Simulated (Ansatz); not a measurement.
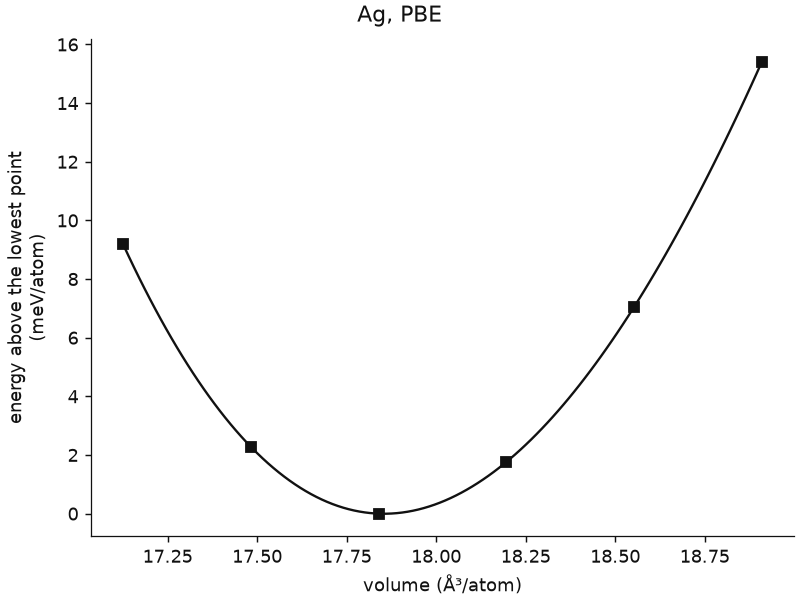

The picture above shows the energy above the lowest point against volume for Ag, space group Fm-3m (No. 225) (one of a set of cubic test structures, which need not be the stable phase).

Calculation (Ansatz 0.2.0 development build): equation of state of a cubic crystal from periodic Kohn-Sham density functional theory without spin, third-order Birch-Murnaghan fit to the free energies; pressure corrected for the finite basis. Level: PBE.

- structure type: fcc
- atoms in cell: 1
- space group number: 225
- lattice centring: face-centred primitive
- k mesh: 23×23×23
- occupation method: Fermi–Dirac
- occupation width: 0.06123 eV
- wave cutoff: 480 eV
- datasets: hand-made PAW
- density tolerance: 1e−09 eV
- bands: 14
- density cutoff ratio: 4
- search for lower states: default

**What equilibrium volume and bulk modulus follow from the curve?**

A third-order Birch–Murnaghan fit gives V0 = 17.85 Å³/atom, B0 = 90.2 GPa and B′ = 5.8.
